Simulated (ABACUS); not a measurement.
**Single-point calculation at one volume of an equation of state, with input and output: YN (part 2 of 2)**

The same run, continued: YN (Fm-3m, 2 atoms in the cell); Kohn-Sham DFT of a periodic cell, PBEsol, PseudoDojo NC SR 0.4.1 PBEsol standard, no spin polarisation (ABACUS 3.10.1); cutoff 1142.88 eV, 9×9×9 k-mesh, fermi-dirac of 0.05 eV. The structure derives from an entry of the Crystallography Open Database. It belongs to a series of runs on one base structure; here: volume scaled by 0.96.

Geometry of the input (Å; fractional positions):
```
0.0000  2.4055  2.4055
2.4055  0.0000  2.4055
2.4055  2.4055  0.0000
Y  0.0000  0.0000  0.0000
N  0.5000  0.5000  0.5000
```

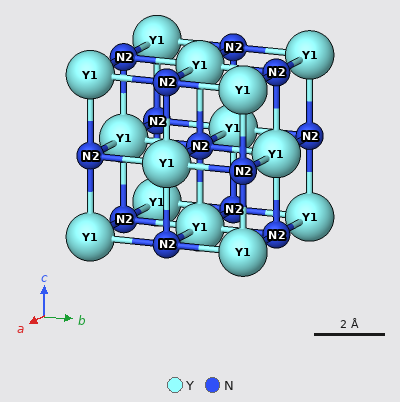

*The structure (ball-and-stick view of the cell 4 times as large as that of the calculation, set on its symmetry axes, seen slightly off an axis; atoms are numbered from 1 in the order of the input). An atom can appear more than once, as a periodic image.*

**Output, continued**
```
 PW ALGORITHM --------------- ION=   1  ELEC=   2--------------------------------

 Density error is 1.26181476988
                          Error Threshold = 0.00455166486623
----------------------------------------------------------
     Energy           Rydberg                 eV
----------------------------------------------------------
 E_KohnSham     -102.2841496821      -1391.6472507609
 E_Harris       -104.2569464171      -1418.4885273531
 E_Fermi        1.0674807232         14.5238203402
----------------------------------------------------------

 PW ALGORITHM --------------- ION=   1  ELEC=   3--------------------------------

 Density error is 0.00875670312889
                          Error Threshold = 0.00455166486623
----------------------------------------------------------
     Energy           Rydberg                 eV
----------------------------------------------------------
 E_KohnSham     -102.5045096098      -1394.6454013897
 E_Harris       -102.4884356751      -1394.4267042877
 E_Fermi        0.9415239446         12.8100904506
----------------------------------------------------------

 PW ALGORITHM --------------- ION=   1  ELEC=   4--------------------------------

 Density error is 0.011284181298
                          Error Threshold = 5.47293945556e-05
----------------------------------------------------------
     Energy           Rydberg                 eV
----------------------------------------------------------
 E_KohnSham     -102.5058747481      -1394.6639750488
 E_Harris       -102.5394851185      -1395.1212675983
 E_Fermi        0.9425915906         12.8246165185
----------------------------------------------------------

 PW ALGORITHM --------------- ION=   1  ELEC=   5--------------------------------

 Density error is 2.32010104904e-05
                          Error Threshold = 5.47293945556e-05
----------------------------------------------------------
     Energy           Rydberg                 eV
----------------------------------------------------------
 E_KohnSham     -102.5073063957      -1394.6834536140
 E_Harris       -102.5057316152      -1394.6620276249
 E_Fermi        0.9401500841         12.7913981191
----------------------------------------------------------

 PW ALGORITHM --------------- ION=   1  ELEC=   6--------------------------------

 Density error is 1.37435927911e-06
                          Error Threshold = 1.45006315565e-07
----------------------------------------------------------
     Energy           Rydberg                 eV
----------------------------------------------------------
 E_KohnSham     -102.5073275732      -1394.6837417484
 E_Harris       -102.5082754772      -1394.6966386442
 E_Fermi        0.9402398489         12.7926194314
----------------------------------------------------------

 PW ALGORITHM --------------- ION=   1  ELEC=   7--------------------------------

 Density error is 1.21493340444e-06
                          Error Threshold = 8.58974549443e-09
----------------------------------------------------------
     Energy           Rydberg                 eV
----------------------------------------------------------
 E_KohnSham     -102.5073276415      -1394.6837426775
 E_Harris       -102.5074446330      -1394.6853344279
 E_Fermi        0.9402138082         12.7922651302
----------------------------------------------------------

 PW ALGORITHM --------------- ION=   1  ELEC=   8--------------------------------

 Density error is 6.0996204432e-08
                          Error Threshold = 7.59333377774e-09
----------------------------------------------------------
     Energy           Rydberg                 eV
----------------------------------------------------------
 E_KohnSham     -102.5073277419      -1394.6837440439
 E_Harris       -102.5072682186      -1394.6829341879
 E_Fermi        0.9402324908         12.7925193196
----------------------------------------------------------

 PW ALGORITHM --------------- ION=   1  ELEC=   9--------------------------------

 Density error is 4.64719849852e-10
                          Error Threshold = 3.812262777e-10
----------------------------------------------------------
     Energy           Rydberg                 eV
----------------------------------------------------------
 E_KohnSham     -102.5073277557      -1394.6837442313
 E_KS(sigma->0) -102.5073038724      -1394.6834192817
 E_Harris       -102.5073036054      -1394.6834156492
 E_band         -2.6356368764        -35.8596793785
 E_one_elec     -5.7083043784        -77.6654654650
 E_Hartree      12.0560693997        164.0312393200
 E_xc           -22.0433324581       -299.9149243382
 E_Ewald        -86.8117125523       -1181.1339438487
 E_entropy(-TS) -0.0000477667        -0.0006498993
 E_descf        0.0000000000         0.0000000000
 E_exx          0.0000000000         0.0000000000
 E_Fermi        0.9402359377         12.7925662173
----------------------------------------------------------

 charge density convergence is achieved
 final etot is -1394.6837442 eV
 EFERMI = 12.792566217 eV

 STATE ENERGY(eV) AND OCCUPATIONS    NSPIN == 1
 1/9 kpoint (Cartesian) = 0.0000 0.0000 0.0000 (2421 pws)
       1       -27.7415     0.00274348
       2       -7.37409     0.00274348
       3       -7.37409     0.00274348
       4       -7.37409     0.00274348
       5      -0.222561     0.00274348
       6        12.7294     0.00213857
       7        15.9022    2.68065e-30
       8        15.9022    2.68065e-30
       9        15.9022    2.68065e-30
      10        17.2719    3.39768e-42
      11        18.0433    6.77422e-49
      12        18.0433    6.77422e-49

 2/9 kpoint (Cartesian) = 0.023095 0.023095 0.023095 (2463 pws)
       1       -27.7241      0.0219479
       2       -7.56240      0.0219479
       3       -7.38565      0.0219479
       4       -7.38565      0.0219479
       5      0.0247602      0.0219479
       6        11.9607      0.0219479
       7        12.2876      0.0219470
       8        12.2876      0.0219470
       9        16.0049    2.75039e-30
      10        16.2233    3.48729e-32
      11        16.2233    3.48729e-32
      12        17.9657    2.55853e-47

 3/9 kpoint (Cartesian) = 0.046190 0.046190 0.046190 (2448 pws)
       1       -27.6795      0.0219479
       2       -7.99788      0.0219479
       3       -7.41465      0.0219479
       4       -7.41465      0.0219479
       5       0.622836      0.0219479
       6        10.5517      0.0219479
       7        11.4568      0.0219479
       8        11.4568      0.0219479
       9        16.3278    4.31347e-33
      10        17.0642    1.73145e-39
      11        17.0642    1.73145e-39
      12        19.3410    2.90169e-59

 4/9 kpoint (Cartesian) = 0.069284 0.069284 0.069284 (2442 pws)
       1       -27.6281      0.0219479
       2       -8.43948      0.0219479
       3       -7.44715      0.0219479
       4       -7.44715      0.0219479
       5        1.28225      0.0219479
       6        9.30142      0.0219479
       7        10.7540      0.0219479
       8        10.7540      0.0219479
       9        17.1101    6.91642e-40
      10        18.2255    1.41764e-49
      11        18.2255    1.41764e-49
      12        20.3026    1.28845e-67

 5/9 kpoint (Cartesian) = 0.092379 0.092379 0.092379 (2449 pws)
       1       -27.5942      0.0219479
       2       -8.70478      0.0219479
       3       -7.46810      0.0219479
       4       -7.46810      0.0219479
       5        1.71940      0.0219479
       6        8.56549      0.0219479
       7        10.3716      0.0219479
       8        10.3716      0.0219479
       9        18.2854    4.27760e-50
      10        19.2294    2.70159e-58
      11        19.2294    2.70159e-58
      12        19.9756    8.91420e-65

 6/9 kpoint (Cartesian) = 0.0000 0.0000 0.046190 (2445 pws)
       1       -27.7183      0.0164609
       2       -7.55692      0.0164609
       3       -7.42082      0.0164609
       4       -7.42082      0.0164609
       5      0.0816278      0.0164609
       6        11.4210      0.0164609
       7        12.4918      0.0164208
       8        12.4918      0.0164208
       9        15.3239    1.69538e-24
      10        16.6935    2.15609e-36
      11        16.6935    2.15609e-36
      12        17.6998    3.91629e-45

[... levels at 3 further k points ...]

------------------------------------------------------------------------------------------
 TOTAL-FORCE (eV/Angstrom)
------------------------------------------------------------------------------------------
                        Y1         0.0000000000         0.0000000000         0.0000000000
                        N1         0.0000000000         0.0000000000         0.0000000000
------------------------------------------------------------------------------------------

----------------------------------------------------------------
 TOTAL-STRESS (KBAR)
----------------------------------------------------------------
        50.8604172119        -0.0000000000        -0.0000000000
        -0.0000000000        50.8604172119         0.0000000000
        -0.0000000000         0.0000000000        50.8604172119
----------------------------------------------------------------
 TOTAL-PRESSURE: 50.860417 KBAR

 --------------------------------------------
 !FINAL_ETOT_IS -1394.6837442312998974 eV
 --------------------------------------------
```

**Standard output**
```
ABACUS v3.10.1

               Atomic-orbital Based Ab-initio Computation at UStc

%%%%%%%%%%%%%%%%%%%%%%%%%%%%%%%%%%%%%%%%%%%%%%%%%%%%%%%%%%%%%%%%%%%%%%%%%%%%%%%%%%%%%%%%%%%%%%%%%%%%%%%%%
 Warning: the number of valence electrons in pseudopotential > 3 for Y: [Kr] 4d1 5s2
 Pseudopotentials with additional electrons can yield (more) accurate outcomes, but may be less efficient.
 If you're confident that your chosen pseudopotential is appropriate, you can safely ignore this warning.
%%%%%%%%%%%%%%%%%%%%%%%%%%%%%%%%%%%%%%%%%%%%%%%%%%%%%%%%%%%%%%%%%%%%%%%%%%%%%%%%%%%%%%%%%%%%%%%%%%%%%%%%%

 UNIFORM GRID DIM        : 40 * 40 * 40
 UNIFORM GRID DIM(BIG)   : 40 * 40 * 40
 ---------------------------------------------------------
 Self-consistent calculations for electrons
 ---------------------------------------------------------
 SPIN    KPOINTS         PROCESSORS  THREADS
 1       35              4           4
 ---------------------------------------------------------
 Use plane wave basis
 ---------------------------------------------------------
 ELEMENT NATOM       XC
 Y       1
 N       1
 ---------------------------------------------------------
 Initial plane wave basis and FFT box
 ---------------------------------------------------------
 -------------------------------------------
 SELF-CONSISTENT :
 -------------------------------------------
 START CHARGE      : atomic
 ITER       ETOT/eV          EDIFF/eV         DRHO     TIME/s
 DA1     -1.39009214e+03   0.00000000e+00   7.2827e-01   1.07
 DA2     -1.39164725e+03  -1.55511005e+00   1.2618e+00   0.99
 DA3     -1.39464540e+03  -2.99815063e+00   8.7567e-03   0.84
 DA4     -1.39466398e+03  -1.85736591e-02   1.1284e-02   0.87
 DA5     -1.39468345e+03  -1.94785652e-02   2.3201e-05   0.71
 DA6     -1.39468374e+03  -2.88134410e-04   1.3744e-06   0.77
 DA7     -1.39468374e+03  -9.29096469e-07   1.2149e-06   0.61
 DA8     -1.39468374e+03  -1.36637404e-06   6.0996e-08   0.45
 DA9     -1.39468374e+03  -1.87406995e-07   4.6472e-10   0.58
----------------------------------------------------------------
 TOTAL-STRESS (KBAR)
----------------------------------------------------------------
        50.8604172119        -0.0000000000        -0.0000000000
        -0.0000000000        50.8604172119         0.0000000000
        -0.0000000000         0.0000000000        50.8604172119
----------------------------------------------------------------
 TOTAL-PRESSURE: 50.860417 KBAR
```

**Summary**

- outcome: converged
- space group (tolerance 0.01 Å): Fm-3m (225)
- electrons treated: 16
- free energy: −1394.6837 eV
- Fermi energy: 12.793 eV
- gap on the k-point mesh: none (metallic)
- pressure: 5.09 GPa
- largest force (length of the vector): under 0.001 eV/Å
- hardware: 4 threads of Intel Xeon (Sapphire Rapids), 32 GiB of memory available, shared host
- wall time: 7.9 s (CPU time 31 s)
- peak memory: 0.32 GiB

The cell is under a pressure of 5.1 GPa at this level, so it is not at its equilibrium volume.
